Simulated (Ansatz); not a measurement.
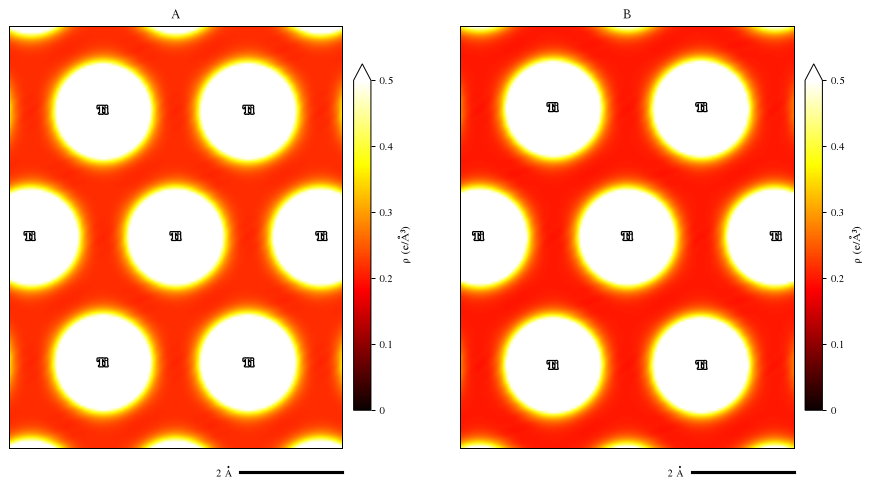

Ti. The valence charge density (pseudo) of two cells that differ in size, on the (001) plane of each (indices in the axes of the calculation cell), at one length scale and on one colour scale; one has 16.4 and the other 17.4 Å³ an atom.

All numbers below come from Kohn-Sham DFT of a periodic cell, HSE06, Ansatz PAW in Ansatz 0.2.0.

**Which is the denser cell? Describe the effect of the change.**

Panel A is the smaller cell, by 6 % in volume. From the larger cell to the smaller, Ti–Ti goes from 2.91 to 2.85 Å, and the density at its midpoint from 0.2 to 0.21 e/Å³; the pressure goes from −0.8 to 7 GPa.
